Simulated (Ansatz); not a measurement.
System: MgI₂, space group P-3m1 (No. 164).

Starting cell:
```
CELL_PARAMETERS angstrom
4.15370 0.00000 0.00000
-2.07685 3.59721 0.00000
0.00000 0.00000 6.86200
ATOMIC_POSITIONS crystal
Mg 0.00000 0.00000 0.00000
I 0.33333 0.66667 0.75763
I 0.66667 0.33333 0.24237
```

How it was computed, with Ansatz 0.2.0: one atom of a crystal moved over a plane, all else fixed, by plane-wave density functional theory with PAW datasets, free energies less that of the undisturbed cell. Level: PBEsol, no spin polarisation.

wave cutoff 420 eV; k mesh 6×6×4; occupations Gaussian; smearing width 0.05 eV; k shift (0, 0, 0) (mesh steps); start as given; moved atom 1; direction 1 (0, 1, 0) (Cartesian unit vector); direction 2 (0, 0, 1) (Cartesian unit vector).

What does the calculation give for the map of the energy change over displacement d2 and displacement d1? The grid: displacement d2 −0.45, −0.225, 0, 0.225, 0.45 Å; displacement d1 −0.45, −0.225, 0, 0.225, 0.45 Å.

At the origin the energy is lower than all eight neighbouring grid points, so a minimum lies at or close to the given structure. The energy change is least, 0.00 eV/cell, at displacement d2 of 0 Å and displacement d1 of 0 Å, and largest, 1.21 eV/cell, at displacement d2 of 0.45 Å and displacement d1 of −0.45 Å (and at equivalent points). Near the origin the softest direction lies along displacement d1; the curvature across the valley is 2.2 times that along it.

Energy change (eV/cell); rows displacement d1 (Å), columns displacement d2 (Å):
|  | −0.45 | −0.225 | 0 | 0.225 | 0.45 |
| --- | --- | --- | --- | --- | --- |
| −0.45 | 0.86 | 0.38 | 0.27 | 0.55 | 1.21 |
| −0.225 | 0.64 | 0.21 | 0.06 | 0.23 | 0.68 |
| 0 | 0.54 | 0.14 | 0.00 | 0.14 | 0.54 |
| 0.225 | 0.68 | 0.23 | 0.06 | 0.21 | 0.64 |
| 0.45 | 1.21 | 0.55 | 0.27 | 0.38 | 0.86 |

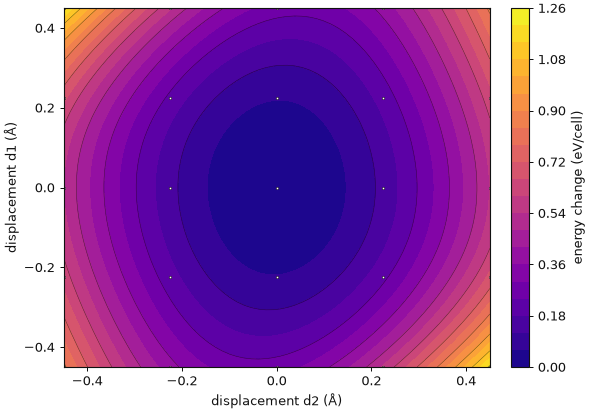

Limits of the calculation: reference crystal is not relaxed.
